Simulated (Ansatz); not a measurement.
## Ta$_{4}$N$_{3}$: geometry relaxation (part 1 of 2)

Ta$_{4}$N$_{3}$ (slab, 7 atoms in the cell), computed with DFT r2SCAN, scalar-relativistic, plane waves, PAW, no spin polarisation (Ansatz 0.2.0).

The structure derives from an entry of the Crystallography Open Database. The input holds or restrains some coordinates. Forces given for the steps count only the free coordinates. It belongs to a series of runs on one base structure; here: clean slab, lower half held.

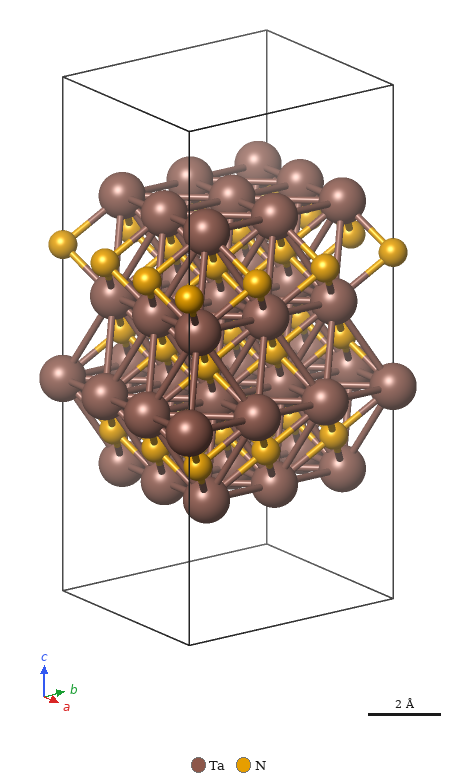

*The input geometry (ball-and-stick view of the 3 × 3 repeat of the cell, with the vacuum cut short, seen slightly off an axis). An atom can appear more than once, as a periodic image.*

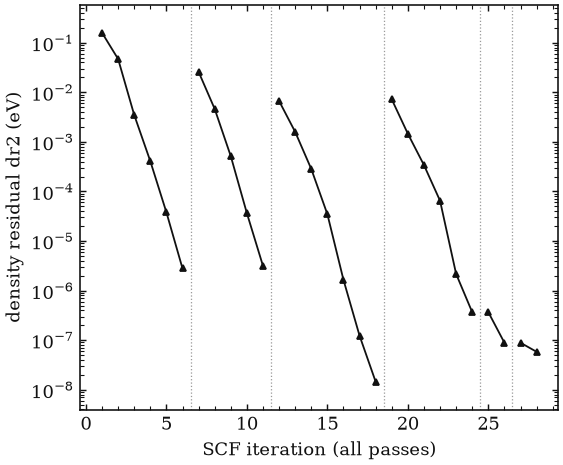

*Convergence of the self-consistent field: density residual dr2 against the SCF iteration. Dotted lines part the SCF passes that the log prints in full.*

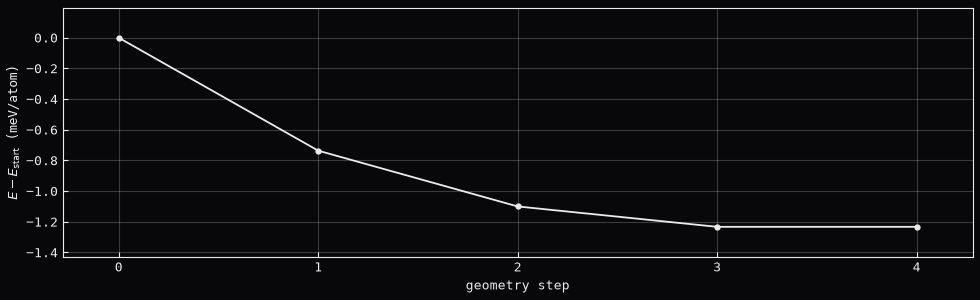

*Progress of the restrained relaxation, step by step (the first geometry is step 0 here and step 1 in the log).*

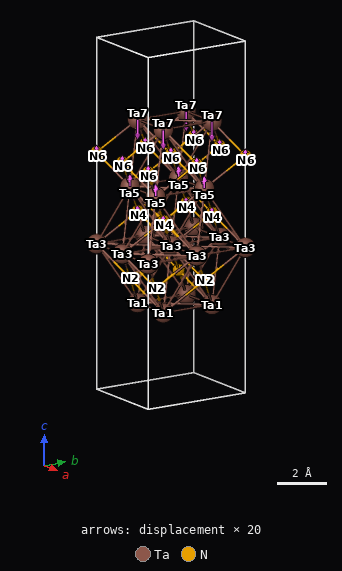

*The starting structure with the displacements as pink arrows, magnified 20 times (ball-and-stick view of the 2 × 2 repeat of the cell, with the vacuum cut short, seen slightly off an axis).*

The atom that moves furthest is Ta7 (0.044 Å). By element the largest moves are Ta 0.044 Å, N 0.016 Å. The cell stays as it was. Among the contacts that change: Ta5–Ta7 3.109 → 3.050 Å, N6–Ta7 2.198 → 2.164 Å, Ta3–Ta5 3.109 → 3.132 Å, N4–Ta5 2.198 → 2.207 Å. After 4 geometry steps the energy has fallen by 1.2 meV per atom. The largest force component goes from 0.3 to 0.029 eV/Å. (Atoms are counted from 1 in the order of the input.)

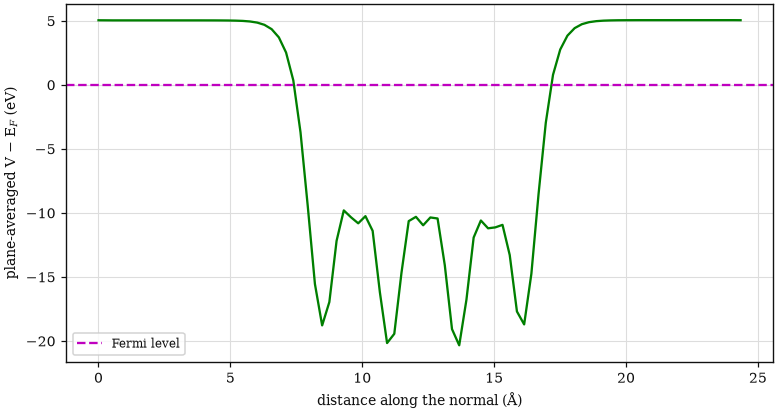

*Plane average of the electrostatic potential energy of an electron across the cell, from the Fermi level.*

The vacuum level lies 5.06 eV above the Fermi level.

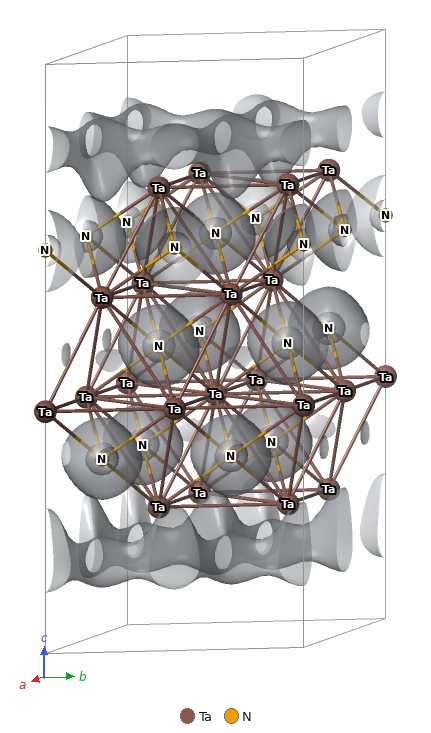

*Isosurface of the electron localisation function at 0.6 (grey), seen slightly off an axis. Only the valence region is drawn (cores and ρ < 0.01 e/Å³ removed). Sticks mark near contacts.*

Along the contacts the grid gives the following. Ta–N (2.16 Å): the ELF peaks at about 0.80 in the valence shell of N, 0.6 Å from its nucleus, and drops to about 0.15 between the two atoms; a polar contact without a shared pair, in a metal. Ta–Ta (3.05 Å): the ELF is about 0.25 at the midpoint (no localised pair between them). In a PAW calculation such maps are meaningful between the atoms, not at the nuclei.

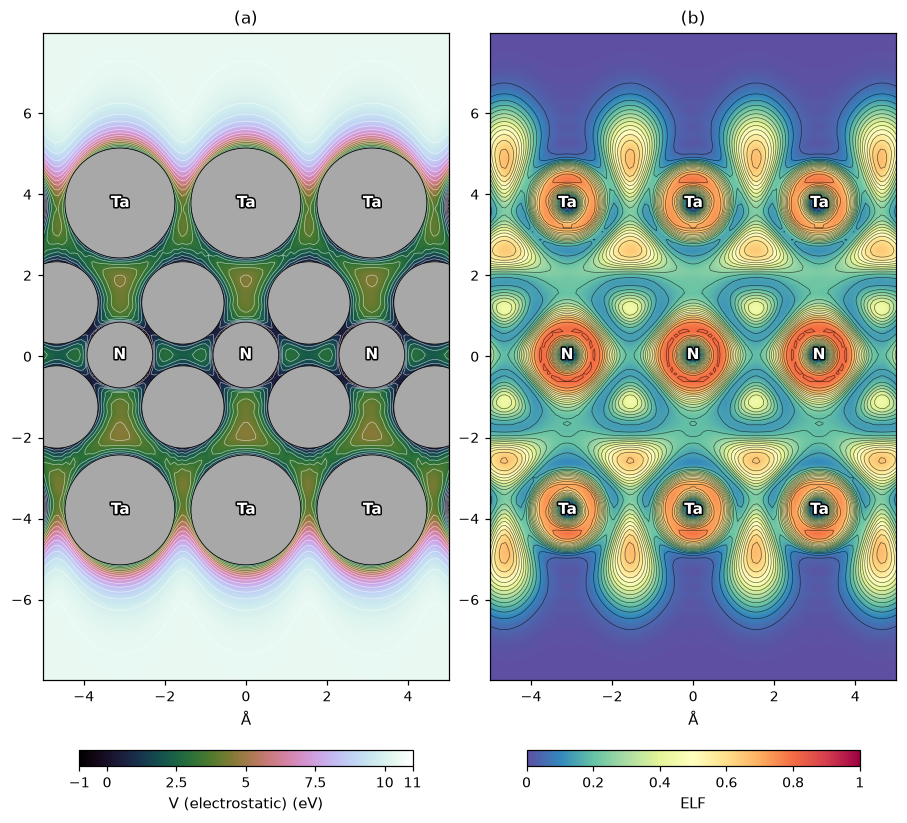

*(a) electrostatic potential energy of an electron; (b) electron localisation function on the (11̄0) plane of the calculation cell, a cut from vacuum to vacuum. Grey discs, where drawn, cover atomic cores.*

The section cuts through Ta and N sites. Ta–Ta (3.11 Å): the ELF is about 0.30 at the midpoint (no shared electron pair). The strong features right at Ta lie inside the PAW spheres (semicore, d or f shells) and say nothing about bonding.

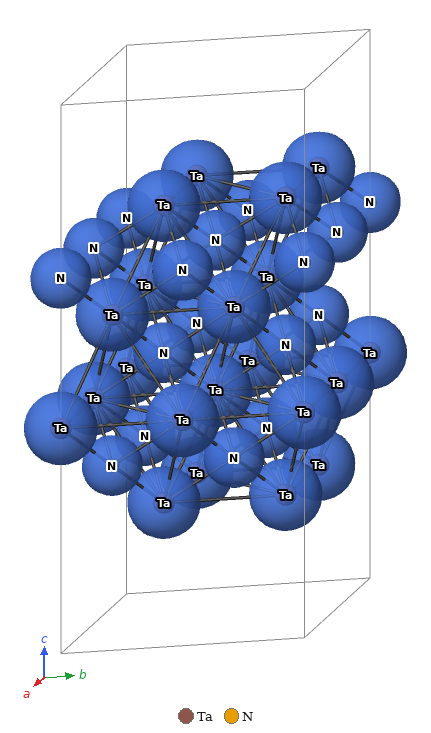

*Isosurface of the valence pseudo-density at 1 e/Å³ (blue), seen slightly off an axis. Sticks mark near contacts.*

At this value the density breaks into separate islands; it holds about 60 % of the electrons treated as valence (semicore included). It is pinched off along the Ta–N (2.16 Å), Ta–Ta (3.05 Å), Ta–N (2.21 Å) and Ta–Ta (3.11 Å) contacts. On the grid the lowest density along these lines, outside the cores, is 0.59 e/Å³ (Ta–N, 2.16 Å), 0.25 e/Å³ (Ta–Ta, 3.05 Å), 0.52 e/Å³ (Ta–N, 2.21 Å) and 0.23 e/Å³ (Ta–Ta, 3.11 Å).

The input that produced these results follows, with the program's output.

**The input**
```yaml
crystal:
  lattice:
    - [3.1088180362, 0.0, 0.0]
    - [-1.5544090181, 2.6923153951, 0.0]
    - [0.0, 0.0, 24.6150178918]
  atoms:
    - { symbol: Ta, position: [0.3333333333, 0.6666666667, 0.3453176446] }
    - { symbol: "N", position: [0.6666666667, 0.3333333333, 0.3968784297] }
    - { symbol: Ta, position: [0.0, 0.0, 0.4484392149] }
    - { symbol: "N", position: [0.3333333333, 0.6666666667, 0.5] }
    - { symbol: Ta, position: [0.6666666667, 0.3333333333, 0.5515607851] }
    - { symbol: "N", position: [0.0, 0.0, 0.6031215703] }
    - { symbol: Ta, position: [0.3333333333, 0.6666666667, 0.6546823554] }
basis:
  ecutwfc: 500
kpoints:
  mp_grid: { grid: [9, 9, 1] }
hamiltonian:
  xc: r2scan
scf:
  occupations: { method: gaussian, width: 0.1 }
output:
  forces: true
  eigenvalues: true
  write_density: true
  write_potential: true
  elf: true
  volumetric_format: npy
relax:
  adjacent_minimum: "off"
  f_tol: 0.03
  max_steps: 70
  constraints: [{ sites: [0, 1, 2] }]
efield:
  axis: 3
  dipole_correction: true
  ramp_width: 0.04
```

Command:
```bash
ansatz run input.yaml --threads 2 --pin off --max-ram 5120MiB --backend cpu --events-out ev --progress --plain --runs-dir out
```

**What the program printed**
```
Engine: ansatz 0.2.0, x86_64-unknown-linux-gnu
Pseudopotentials: kind: paw
Pseudopotential: Ta, paw, valence charge 13, recommended cutoff 500 eV (meta_gga), Ta.paw.azcp
Pseudopotential: N, paw, valence charge 5, recommended cutoff 500 eV (meta_gga), N.paw.azcp
Functional definition: r2SCAN
  parameter k0 = 0.174
  parameter k1 = 0.065
  parameter a1 = 4.9479
  exchange = r2scan_x(k0 = k0, k1 = k1, a1 = a1)
  correlation = r2scan_c
Crystal: 7 atoms, lattice volume = 206.026 Å³
Basis set: ecut = 500 eV, 5237 PW (Γ), exchange–correlation on 96×96×720 points (64 copies of the dense FFT grid, shifted against one another)
Bands: 41, of which v1, the nominal top of the filled ones, is band 34 counted from 1 (33 counted from 0)
Symmetry: 6 space group operations
k-points: 12 of 81 (time reversal used)
Non-local potential: Ta, projectors of the file, l = 0: 3, l = 1: 2, l = 2: 2, l = 3: 1
Non-local potential: N, projectors of the file, l = 0: 2, l = 1: 2, l = 2: 1
PAW form: soft (Blöchl's): semilocal exchange-correlation on the pseudo side does not see the compensation charge
PAW frozen core: Ta, regenerated for the run's functional (the file was generated under x = pbe(κ = 0.804, μ = 0.2195149727645171), c = pbe(β = 0.06672455060314922))
PAW frozen core: N, regenerated for the run's functional (the file was generated under x = pbe(κ = 0.804, μ = 0.2195149727645171), c = pbe(β = 0.06672455060314922))
PAW one-centre angular grid: Ta, 590 points (default); XC on 160 Gauss nodes
PAW one-centre angular grid: N, 302 points (default); XC on 160 Gauss nodes
Initial density: superposition of atomic densities (neutral atoms: chi_scale 0, normalization atom), corrected by the library's trained network
Initial wavefunctions: pseudopotential atomic-orbital guess
Functional: x = r2scan, c = r2scan; τ floored in thin density (d = 2e-4 eV/Å³)
SCF iter   1: F=—  HF=-40934.509430 eV  |F-HF|=—  |Δ(HF+E_count)|=         —  Δρ=7.37e-3  dr2=1.59e-1  dr2_τ=4.07e-1  ethr=1.77e-3  p=0.000 e·Å  D=1.87e-13 V/Å  ΔV_dip=-0.00 eV  dr2_dipole=5.43e-7  V_vac-E_F(+/−)=5.47/5.47 eV  ⟨swp⟩=8.6  Hψ=2552  notcnv=0
efield: sawtooth ramp at fractional position 0.9800 (placed from the atoms, in the widest stretch of the axis that holds none; the zero of the levels goes with the place), width 0.0400; the density the first Hamiltonian is built on has a dipole p = 0.000 e·Å; the dipole correction subtracts the counter field D = 1.87e-13 V/Å, which shifts the + side's vacuum level by -0.00 eV against the − side's; the planar-averaged density in the ramp window peaks in size at 1.2e-5 e/Å³
preconditioner: auto → LDOS  [metal: Δε(μ)=0.056 eV  Ē_g=9.055 eV  σ=0.100 eV  W_gap=0.31  n_scr=16 (ndim 8)  ℏωp=15.3 eV  f_vac=0.520  D(μ)=4.49/eV (n_scr^D=14)  β→1.0]
SCF iter   2: F=—  HF=-40934.699938 eV  |F-HF|=—  |Δ(HF+E_count)|=   1.91e-1  Δρ=3.65e-3  dr2=4.70e-2  dr2_τ=1.73e-3  ethr=2.37e-4  p=-0.000 e·Å  D=-2.82e-5 V/Å  ΔV_dip=0.00 eV  dr2_dipole=9.81e-7  V_vac-E_F(+/−)=5.03/5.03 eV  ⟨swp⟩=3.1  Hψ=1230  notcnv=0  defer=18
SCF iter   3: F=—  HF=-40934.697027 eV  |F-HF|=—  |Δ(HF+E_count)|=   2.91e-3  Δρ=1.09e-3  dr2=3.49e-3  dr2_τ=2.94e-4  ethr=7.01e-5  p=-0.000 e·Å  D=-3.84e-6 V/Å  ΔV_dip=0.00 eV  dr2_dipole=1.41e-7  V_vac-E_F(+/−)=5.10/5.10 eV  ⟨swp⟩=2.2  Hψ=887  notcnv=0  defer=18
SCF iter   4: F=—  HF=-40934.697367 eV  |F-HF|=—  |Δ(HF+E_count)|=   3.40e-4  Δρ=3.66e-4  dr2=4.08e-4  dr2_τ=5.46e-5  ethr=5.21e-6  p=-0.000 e·Å  D=-2.51e-6 V/Å  ΔV_dip=0.00 eV  dr2_dipole=1.41e-8  V_vac-E_F(+/−)=5.07/5.07 eV  ⟨swp⟩=3.2  Hψ=1008  notcnv=0  defer=18
SCF iter   5: F=—  HF=-40934.697312 eV  |F-HF|=—  |Δ(HF+E_count)|=   5.58e-5  Δρ=7.47e-5  dr2=3.79e-5  dr2_τ=1.92e-6  ethr=6.10e-7  p=-0.000 e·Å  D=-4.17e-7 V/Å  ΔV_dip=0.00 eV  dr2_dipole=2.63e-9  V_vac-E_F(+/−)=5.07/5.07 eV  ⟨swp⟩=2.5  Hψ=869  notcnv=0  defer=18
SCF iter   6: F=-40934.697319 eV  HF=-40934.697320 eV  |F-HF|=1.18e-6  |Δ(HF+E_count)|=   8.66e-6  Δρ=2.94e-5  dr2=2.80e-6  dr2_τ=3.55e-7  ethr=3.36e-8  p=-0.000 e·Å  D=-8.33e-8 V/Å  ΔV_dip=0.00 eV  dr2_dipole=3.06e-10  V_vac-E_F(+/−)=5.07/5.07 eV  ⟨swp⟩=24.4  Hψ=6199  notcnv=0
SCF 1 converged in 6 iterations: F = -40934.697319 eV  dr2 = 2.80e-6
  Residual-converged pass: ⟨swp⟩=1.0  Hψ=540  notcnv=0  max |occ|·‖R‖ = 7.1e-9 eV (tolerance 1.0e-8 eV)  dr2=2.80e-6  dr2_τ=3.55e-7  dr2_onsite=4.16e-8  max |Δocc| = 2.0e-11
  greatest PAW one-centre occupation: 0.998 electrons in one spin orbital (limit 2), on the Ta atom at site 4 (counted from 0), in its partial waves of l = 0
relax step   1: F+E_penalty+E_count = -40934.69731912 eV  Δ(F+E_penalty+E_count) = +0.000e0 eV  max|allowed force component| = 2.975e-1 eV/Å  Δτ_max = 0.0000 Å  (6 SCF iters, dr2 threshold 2.25e-5 eV, accepted)
Initial density: handed on by an earlier stage of this run
Initial wavefunctions: those handed on with the density
iter 1 solved again at ethr=4.24e-5 eV; its pass at ethr=3.10e-3 eV (dr2=2.84e-2 eV) is discarded
SCF iter   1: F=—  HF=-40934.659550 eV  |F-HF|=—  |Δ(HF+E_count)|=         —  Δρ=1.64e-3  dr2=2.59e-2  dr2_τ=1.13e-1  ethr=4.24e-5  p=-0.000 e·Å  D=-1.01e-7 V/Å  ΔV_dip=0.00 eV  dr2_dipole=1.16e-3  V_vac-E_F(+/−)=5.07/5.07 eV  ⟨swp⟩=2.2  Hψ=1497  notcnv=0  defer=18
efield: sawtooth ramp at fractional position 0.9800 (handed on by an earlier solve), width 0.0400; the density the first Hamiltonian is built on has a dipole p = -0.000 e·Å; the dipole correction subtracts the counter field D = -1.01e-7 V/Å, which shifts the + side's vacuum level by +0.00 eV against the − side's; the planar-averaged density in the ramp window peaks in size at 2.4e-6 e/Å³
preconditioner: auto → LDOS  [metal: Δε(μ)=0.008 eV  Ē_g=9.006 eV  σ=0.100 eV  W_gap=0.05  n_scr=16 (ndim 8)  ℏωp=15.3 eV  f_vac=0.524  D(μ)=5.15/eV (n_scr^D=16)  β→1.0]
SCF iter   2: F=—  HF=-40934.703455 eV  |F-HF|=—  |Δ(HF+E_count)|=   4.39e-2  Δρ=1.09e-3  dr2=4.62e-3  dr2_τ=2.28e-4  ethr=3.86e-5  p=0.002 e·Å  D=1.32e-3 V/Å  ΔV_dip=-0.03 eV  dr2_dipole=4.65e-4  V_vac-E_F(+/−)=5.03/5.06 eV  ⟨swp⟩=2.3  Hψ=807  notcnv=0  defer=18
SCF iter   3: F=—  HF=-40934.702432 eV  |F-HF|=—  |Δ(HF+E_count)|=   1.02e-3  Δρ=2.92e-4  dr2=5.14e-4  dr2_τ=4.08e-5  ethr=6.90e-6  p=0.000 e·Å  D=1.98e-4 V/Å  ΔV_dip=-0.00 eV  dr2_dipole=1.66e-6  V_vac-E_F(+/−)=5.06/5.06 eV  ⟨swp⟩=2.9  Hψ=822  notcnv=0  defer=18
SCF iter   4: F=—  HF=-40934.702470 eV  |F-HF|=—  |Δ(HF+E_count)|=   3.79e-5  Δρ=6.23e-5  dr2=3.64e-5  dr2_τ=8.25e-7  ethr=7.68e-7  p=-0.000 e·Å  D=-1.10e-5 V/Å  ΔV_dip=0.00 eV  dr2_dipole=1.24e-6  V_vac-E_F(+/−)=5.06/5.06 eV  ⟨swp⟩=2.0  Hψ=687  notcnv=0  defer=18
SCF iter   5: F=-40934.702472 eV  HF=-40934.702474 eV  |F-HF|=2.30e-6  |Δ(HF+E_count)|=   4.54e-6  Δρ=2.35e-5  dr2=3.15e-6  dr2_τ=1.03e-7  ethr=8.26e-9  p=-0.000 e·Å  D=-7.16e-5 V/Å  ΔV_dip=0.00 eV  dr2_dipole=2.73e-7  V_vac-E_F(+/−)=5.06/5.06 eV  ⟨swp⟩=24.1  Hψ=6056  notcnv=0
SCF 2 converged in 5 iterations: F = -40934.702472 eV  dr2 = 3.15e-6
  Residual-converged pass: ⟨swp⟩=1.0  Hψ=540  notcnv=0  max |occ|·‖R‖ = 6.9e-9 eV (tolerance 1.0e-8 eV)  dr2=3.15e-6  dr2_τ=1.03e-7  dr2_onsite=2.41e-8  max |Δocc| = 7.0e-11
relax step   2: F+E_penalty+E_count = -40934.70247212 eV  Δ(F+E_penalty+E_count) = -5.153e-3 eV  max|allowed force component| = 1.107e-1 eV/Å  Δτ_max = 0.0374 Å  (5 SCF iters, dr2 threshold 5.53e-6 eV, accepted)
```
